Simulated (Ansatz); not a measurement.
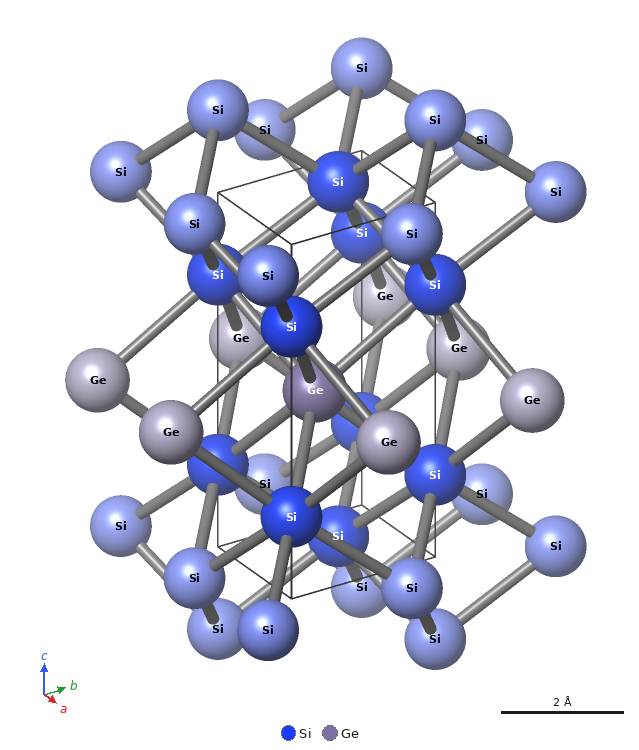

Shown here is a ball-and-stick view of the crystal, taken slightly off an axis. One conventional unit cell is framed, with atoms on its boundary repeated. Periodic images bonded to atoms of the box are shown as well, in fainter colours. Cell: a = 3.64 Å, b = 3.64 Å, c = 6.03 Å, α = 90.00°, β = 90.00°, γ = 120.00°.

The structure comes from a structure type filled with these elements by a generator (whether the compound takes this form wasn't checked). Earlier steps of the study may have refined or changed the cell and positions. Ansatz was used for an electronic-structure calculation on it.

What can be read from this drawing?

Answer. Chemical formula Si₃Ge. The symmetry is that of P-6m2 (No. 187), on a primitive hexagonal lattice. The cell has 4 atoms, namely 3 Si, 1 Ge. Going by the bonds shown, the numbers of neighbours are Si 6 and Ge 6.

Run with Ansatz 0.2.0, DFT PBE, scalar-relativistic, plane waves, PAW and these settings: wavefunction cutoff 420 eV, k-point mesh 12×12×8, Gaussian smearing of 0.1 eV, no spin polarisation.

Predict the gap.

Answer. A metal: bands cross the Fermi level.

What are the atomic charges by Bader's partition?

Answer. Si -0.10 to +0.08 e; Ge -0.06 e.

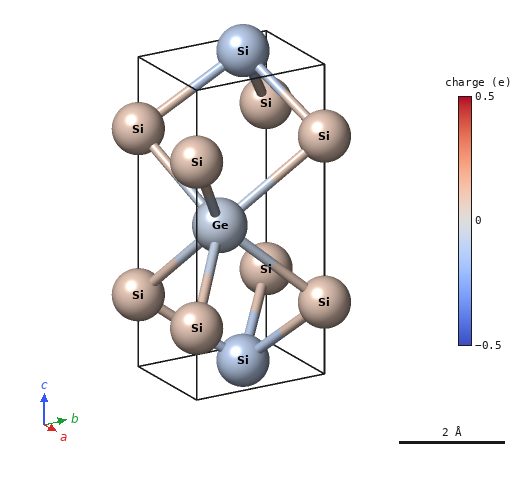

The atoms coloured by those charges. The run's cell of 4 atoms is drawn.

Is this the optimised geometry for these settings?

Answer. Yes. All forces vanish to within 0.01 eV/Å. The pressure is 0.0 GPa, close to zero.
